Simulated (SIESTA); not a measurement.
System: SnSe (space group Pnma).

Calculation (SIESTA 5.4.2): DFT in numerical atomic orbitals with pseudopotentials, no spin polarisation; energies at scaled volumes of the given cell, shape and fractions fixed, counted from the fit's minimum, third-order Birch-Murnaghan fit. All runs: no spin polarisation.

- k mesh: 2×4×4
- occupations: Fermi–Dirac
- smearing width: 0.05 eV
- potentials: PseudoDojo 0.4 standard, converted to PSML, two zetas on semicore shells

Predict the pressure against volume, with one curve for each functional. The cases: PBEsol; LDA.

The fitted equilibrium volumes, smallest first, are LDA 26.444, PBEsol 27.132 Å³/atom. The fitted bulk moduli, smallest first, are PBEsol 54.9, LDA 58.3 GPa. For PBEsol, the pressure falls from 5.09 GPa at volume 25.08 Å³/atom to −2.07 GPa at 28.28 Å³/atom, and changes sign near 27.14 Å³/atom. For LDA, the pressure falls from 3.44 GPa at volume 25.08 Å³/atom to −3.40 GPa at 28.28 Å³/atom, and changes sign near 26.45 Å³/atom.

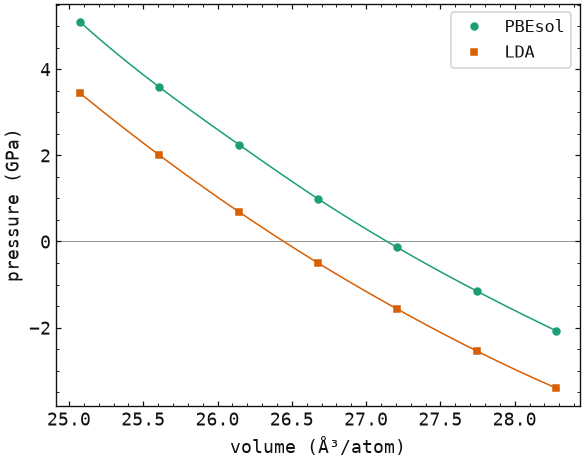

Keep in mind: mulliken charges of long orbitals; shape and atomic fractions are frozen while scaling, which makes layered, chain and framework solids too stiff.
